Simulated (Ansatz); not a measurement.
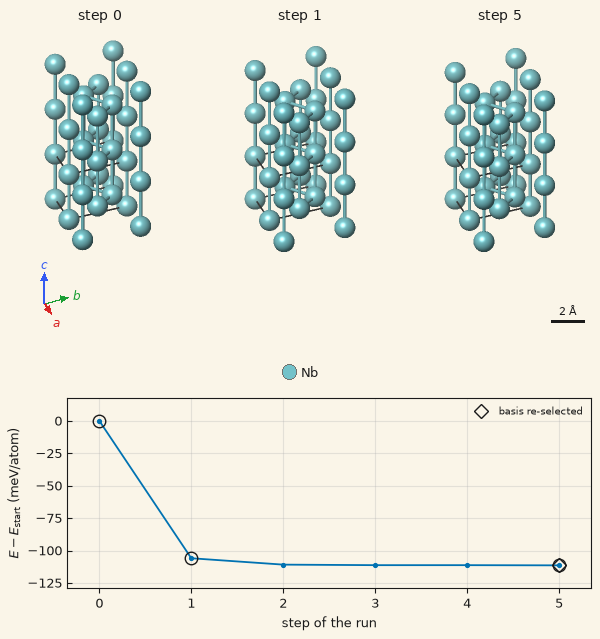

Frames of a relaxation of a crystal of Nb (a generated structure, set up in P6/mmm), marked on the history of the run. Style: ball-and-stick. Shown: the cell of the calculation, repeated 2 × 1 × 3 with one cell outlined, slightly off an axis.

Phase: omega (AlB2-type).

All numbers below come from DFT, PBE, plane waves (420 eV) with PAW, scalar-relativistic (Ansatz 0.2.0). Settings: plane-wave cutoff 420 eV; k-point mesh 8 × 8 × 11; occupations fermi dirac; smearing width 0.1 eV; no spin polarisation; cell and atoms relaxed; force threshold 0.01 eV/Å; at most 60 steps.

> Describe the path.

Over 4 accepted moves (5 points after the start) the energy falls by 111 meV per atom. All forces vanish by symmetry, so only the cell relaxes. The pressure goes from 5.33 to 0.00 GPa. At 1 point the geometry stayed and the basis and grid were re-selected for the new cell (energy shift of 0.1 meV per atom at most each time). The atoms keep their places relative to the cell (all moves are under 0.005 Å). The drawn cell changes as follows: a = b 4.666 → 4.883 Å (+4.7 %), c 2.860 → 2.688 Å (−6.0 %); the volume changes by +2.9 %. Near-neighbour distances that change, for instance: Nb–Nb 2.860 → 2.688 Å, Nb–Nb 2.694 → 2.819 Å, Nb–Nb 3.050 → 3.123 Å. The space group stays P6/mmm (No. 191). Cost: 33 s on 1 thread of Intel(R) Xeon(R) Platinum 8259CL CPU @ 2.50GHz (Skylake/Cascade Lake), with other jobs on the host, peak memory 0.56 GiB. From step 0 to 1: volume +4.9 %, energy −106 meV per atom. From step 1 to 5: volume −1.9 %, energy −5.5 meV per atom.

```csv
step,"E − E(0), meV/atom","pressure, GPa","volume, Å³/atom",note
0,0.00,5.33,17.975,
1,-105.97,-3.12,18.858,
2,-110.89,-0.02,18.512,
3,-111.30,-0.05,18.505,
4,-111.30,0.00,18.500,
5,-111.44,0.00,18.500,"same geometry, new basis"
```
